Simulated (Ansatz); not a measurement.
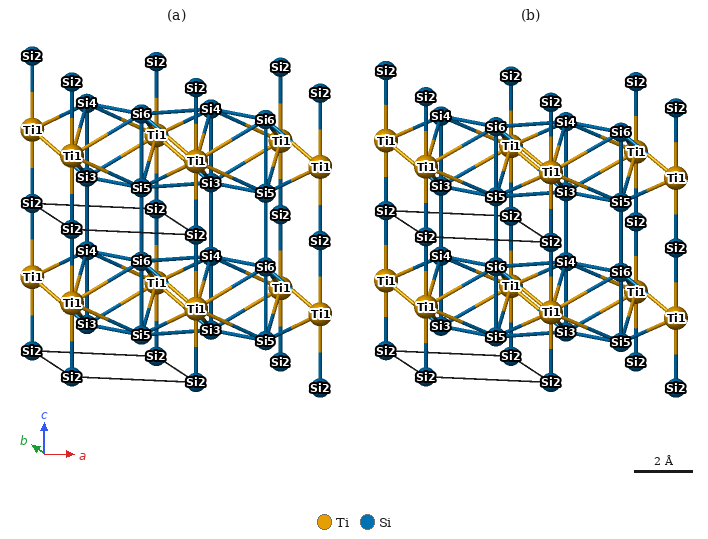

The structure of a crystal of TiSi5 (set up in P6/mmm) before (left) and after (right) a relaxation, at one scale.

Style: ball-and-stick. Shown: the cell of the calculation, repeated 2 × 1 × 2 with one cell outlined, slightly off an axis.

Case: 5 of 6 Ti sites taken by Si, cell and atoms relaxed.

Method: Ansatz 0.2.0, DFT r2SCAN, scalar-relativistic, plane waves, PAW.

The input:
```yaml
crystal:
  lattice:
    - [2.2058737719, -3.820685448, 0.0]
    - [-4.4117475438, 0.0, 0.0]
    - [0.0, 0.0, -5.2505519591]
  atoms:
    - { symbol: Ti, position: [1.0, 0.0, 0.5] }
    - { symbol: Si, position: [1.0, 0.0, 0.0] }
    - { symbol: Si, position: [0.3333333333, 0.6666666667, 0.25] }
    - { symbol: Si, position: [0.3333333333, 0.6666666667, 0.75] }
    - { symbol: Si, position: [0.6666666667, 0.3333333333, 0.25] }
    - { symbol: Si, position: [0.6666666667, 0.3333333333, 0.75] }
basis:
  ecutwfc: 500
kpoints:
  mp_grid: { grid: [12, 12, 8] }
hamiltonian:
  xc: r2scan
scf:
  occupations: { method: gaussian, width: 0.1 }
output:
  forces: true
  stress: true
  eigenvalues: true
relax:
  adjacent_minimum: "off"
  f_tol: 0.015
  max_steps: 60
  cell: { stress_tol: 0.15 }
```

Run as
```bash
ansatz run input.yaml --threads 1 --pin off --max-ram 2560MiB --backend cpu --events-out ev --progress --plain --runs-dir out
```

What changed between the two?

Answer. Over 4 accepted moves (5 points after the start) the energy falls by 31.2 meV per atom. The largest force component goes from 0.066 to 0.0016 eV/Å. The pressure goes from −4.69 to −0.04 GPa. The SCF was repeated once at an unchanged geometry on a basis and grid sized afresh for the cell, which shifted the energy by 0.1 meV per atom at most. No atom moves by more than 0.005 Å relative to the cell. The volume changes by −3.7 %, with a = b 4.412 → 4.442 Å (+0.7 %), c 5.251 → 4.990 Å (−5.0 %). Near-neighbour distances that change, for instance: Ti1–Si2 2.625 → 2.495 Å, Si3–Si4 2.625 → 2.495 Å, Si3–Si5 2.547 → 2.565 Å, Ti1–Si3 2.865 → 2.852 Å. The space group stays P6/mmm (No. 191).
